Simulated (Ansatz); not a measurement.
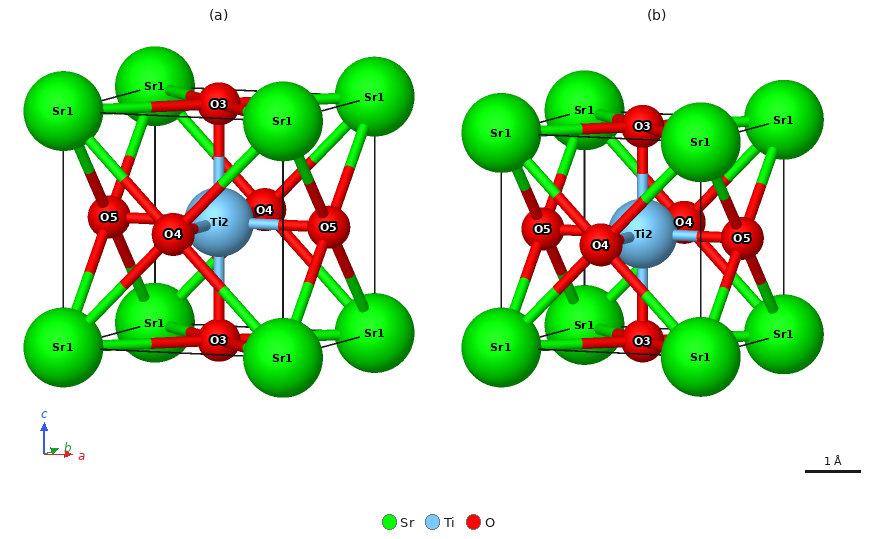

The structure of solid SrTiO$_{3}$ (built on the cubic perovskite type) before (left) and after (right) a relaxation, at one scale.

A ball-and-stick model of the cell of the calculation, seen slightly off an axis.

Computed with DFT, PBE, plane waves, PAW (Ansatz).

Input
```yaml
crystal:
  lattice:
    - [4.3363462, 0.0, 0.0]
    - [0.0, 4.3363462, 0.0]
    - [0.0, 0.0, 4.3363462]
  atoms:
    - { symbol: Sr, position: [0.0, 0.0, 0.0] }
    - { symbol: Ti, position: [0.5, 0.5, 0.5] }
    - { symbol: O, position: [0.5, 0.5, 0.0] }
    - { symbol: O, position: [0.5, 0.0, 0.5] }
    - { symbol: O, position: [0.0, 0.5, 0.5] }
kpoints:
  mp_grid: { grid: [6, 6, 6] }
hamiltonian:
  xc: pbe
scf:
  occupations: { method: fermi_dirac, width: 0.02 }
relax:
  f_tol: 0.005
  cell: {}
```

Launched with:
```bash
ansatz run input.yaml --threads 2 --pin off --max-ram 29491MiB --backend cpu --events-out ev --progress --plain --runs-dir out
```

Q: Summarise the run.

A: Over 5 accepted moves (7 points after the start) the energy falls by 2.167 eV per cell of the calculation. All forces vanish by symmetry, so only the cell relaxes. Pressure: −25.95 GPa at the start and 0.01 GPa at the end. The SCF was repeated twice at an unchanged geometry on a basis and grid sized afresh for the cell, which shifted the energy by 16.0 meV per cell of the calculation at most. The atoms keep their places relative to the cell (all moves are under 0.005 Å). Cell: a = b = c 4.336 → 3.936 Å (−9.2 %). Volume −25.2 %. Near-neighbour distances that change, for instance: Sr1–Ti2 3.755 → 3.409 Å, Sr1–O3 3.066 → 2.783 Å, Ti2–O3 2.168 → 1.968 Å. The space group stays Pm-3m (No. 221). The run took 10 s on 2 threads of AMD EPYC 7R13 Processor (Zen 3), with other jobs on the host, peak memory 0.52 GiB.
